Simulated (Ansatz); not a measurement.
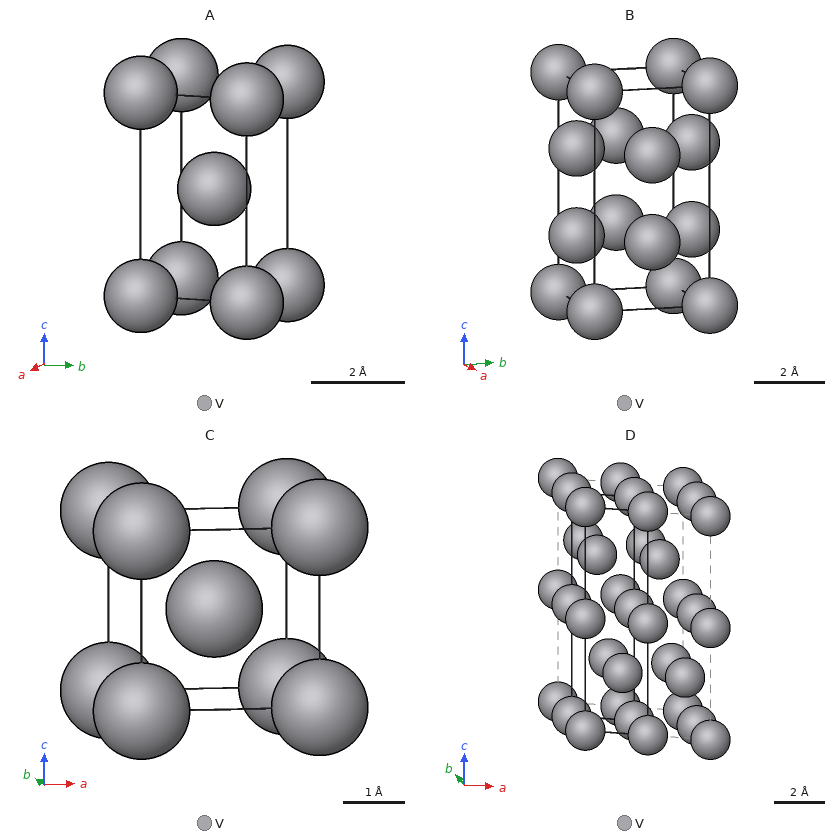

Four structures of V, each relaxed to rest (conventional cells in solid outline, small ones repeated, each panel with its own scale). Method: DFT PBE, scalar-relativistic, plane waves, PAW (Ansatz 0.2.0), without spin polarisation.

What are the structures shown?

A: 2 atoms a cell on a body-centred tetragonal lattice, I4/mmm; B: 5 atoms a cell on a primitive tetragonal lattice, P4/mmm; C: body-centred cubic (W type), Im-3m; D: double hexagonal close-packed (α-La type), P6_3/mmc.

Rank them by energy, lowest first.

C, then A (+95 meV/atom), D (+239 meV/atom) and B (+831 meV/atom), energies at zero smearing.

Collect the results in a table.

| panel | structure | E − E(lowest) (meV/atom) | volume (Å³/atom) | gap (eV) |
| --- | --- | --- | --- | --- |
| C | Im-3m | 0 | 13.5 | metal |
| A | I4/mmm | 95 | 13.6 | metal |
| D | P6_3/mmc | 239 | 13.9 | metal |
| B | P4/mmm | 831 | 15.3 | metal |

Some of these may be structure types tried for this composition rather than known phases, and the most stable form need not be among them. Gaps are taken on the k-mesh or band path of each run.
